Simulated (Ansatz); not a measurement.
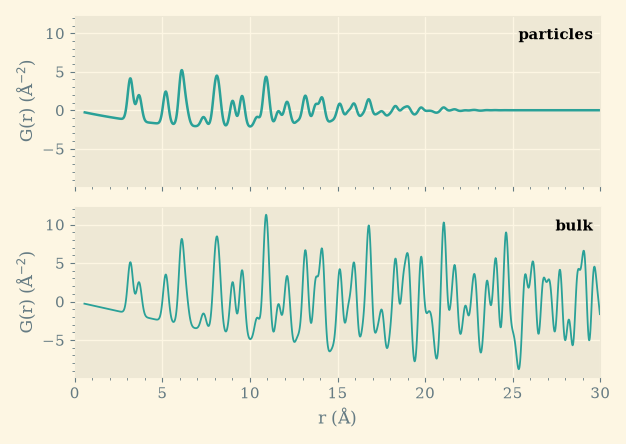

Computed X-ray G(r), with each pair weighted by the product of the atomic numbers (X-ray weights at Q = 0) and a uniform peak width σ = 0.15 Å, for spherical particles of Sc with the bulk structure: the bulk G(r) is multiplied by the envelope of a sphere of diameter D, 1 − 3r/2D + r³/2D³, with no surface relaxation. The number density is 0.0402 atoms per Å³. Basis of the simulation: the geometry relaxed with DFT PBE, scalar-relativistic, plane waves, PAW in Ansatz; the starting structure was generated, so it need not be a known form of this composition.

> Estimate the particle diameter.

About 25 Å (2.5 nm): the signal is half of the bulk amplitude at r ≈ 8.7 Å and vanishes at r = D, fading from view somewhat earlier.

> Roughly how many atoms does one particle hold?

About 330 (number density 0.0402 Å⁻³ times πD³/6).
